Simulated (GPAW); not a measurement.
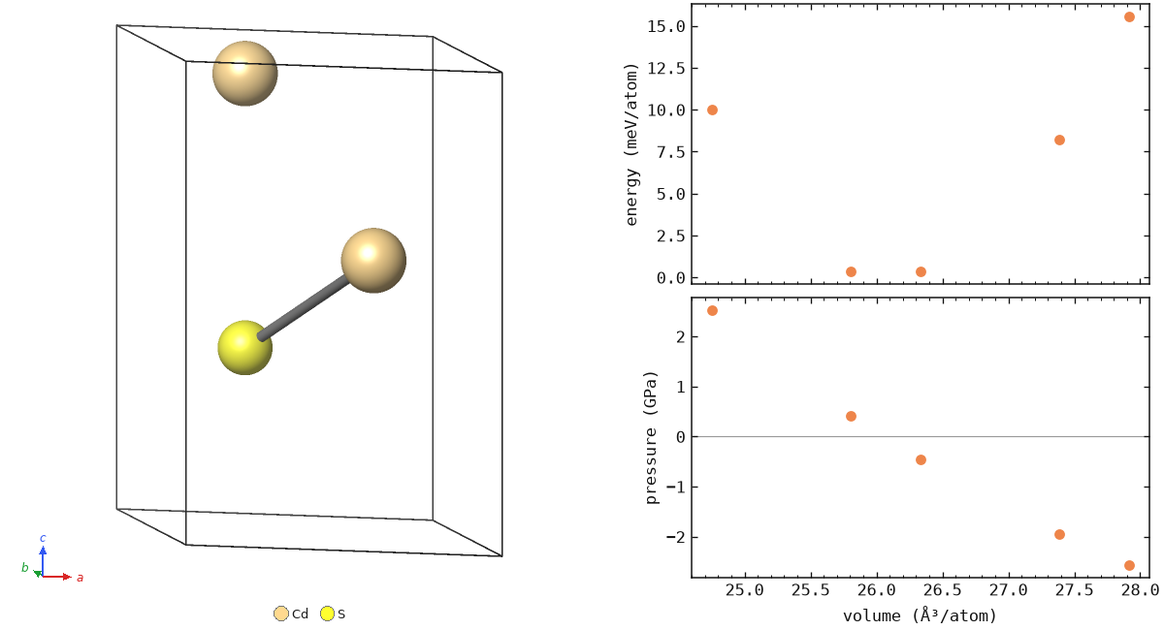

The figure shows the energy and pressure against volume for Cd₂S, space group P3m1 (No. 156). The conventional cell is drawn beside the plot.

Cell as given: a = 3.963 Å, b = 3.963 Å, c = 5.809 Å, α = 90.00°, β = 90.00°, γ = 120.00°; 3 atoms.

Computed with GPAW 26.7.0: PAW DFT in plane waves, on a grid or in atomic orbitals, no spin polarisation; energies at scaled volumes of the given cell, shape and fractions fixed, counted from the fit's minimum, third-order Birch-Murnaghan fit. Level: PBE.

- k mesh: 6×6×4
- occupations: Fermi–Dirac
- smearing width: 0.05 eV
- potentials: GPAW PAW data sets (gpaw data 1.2.1)
- wave cutoff: 600 eV
- program settings: basis pw

The points at volume 25.28 Å³/atom and 26.86 Å³/atom are left out of the plot. What values does the calculation give there?

| volume (Å³/atom) | energy (meV/atom) | pressure (GPa) |
| --- | --- | --- |
| 25.28 | 3.46 | 1.41 |
| 26.86 | 3.09 | −1.25 |

Limits of the calculation: shape and atomic fractions are frozen while scaling, which makes layered, chain and framework solids too stiff.
